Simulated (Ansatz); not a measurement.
Take the following structure.

```yaml
crystal:
  lattice:
    - [2.95643, 0.00000, 0.00000]
    - [0.00000, 10.61241, 0.00000]
    - [0.00000, 0.00000, 3.63534]
  atoms:
    - { symbol: Al, position: [0.00000, 0.66763, 0.25000] }
    - { symbol: Al, position: [0.50000, 0.83237, 0.75000] }
    - { symbol: O, position: [0.50000, 0.79521, 0.25000] }
    - { symbol: O, position: [0.00000, 0.70479, 0.75000] }
    - { symbol: O, position: [0.50000, 0.55906, 0.25000] }
    - { symbol: O, position: [0.00000, 0.94094, 0.75000] }
    - { symbol: Al, position: [0.50000, 0.16763, 0.25000] }
    - { symbol: Al, position: [0.00000, 0.33237, 0.75000] }
    - { symbol: O, position: [0.00000, 0.29521, 0.25000] }
    - { symbol: O, position: [0.50000, 0.20479, 0.75000] }
    - { symbol: O, position: [0.00000, 0.05906, 0.25000] }
    - { symbol: O, position: [0.50000, 0.44094, 0.75000] }
```

Question: Before looking at a picture, describe the arrangement of atoms.

Answer: The stoichiometry is AlO₂. Space group Cmcm (No. 63), lattice base-centred orthorhombic. Counting shared atoms by their share gives 4 Al, 8 O, or 12 atoms. Each Al atom is coordinated by six O at 1.86 to 2.00 Å. O takes two kinds of site: 4c with four Al at 1.86 to 2.00 Å; 4c with two Al in a bent arrangement at 1.87 Å. The bonds build AlO2 layers parallel to (010).

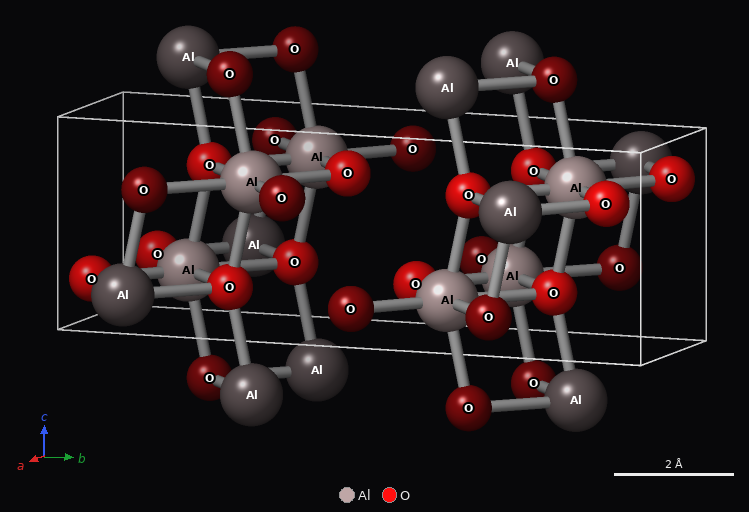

Crystal structure, ball-and-stick style, seen slightly off an axis. The conventional unit cell is drawn as a box. Bonded atoms from the next cells complete the picture, in fainter colours. Colours: aluminium light grey, oxygen red.

Starting structure: a structure listed in the Materials Project. Earlier steps of the study may have refined or changed the cell and positions. An electronic-structure calculation with Ansatz was run on it.
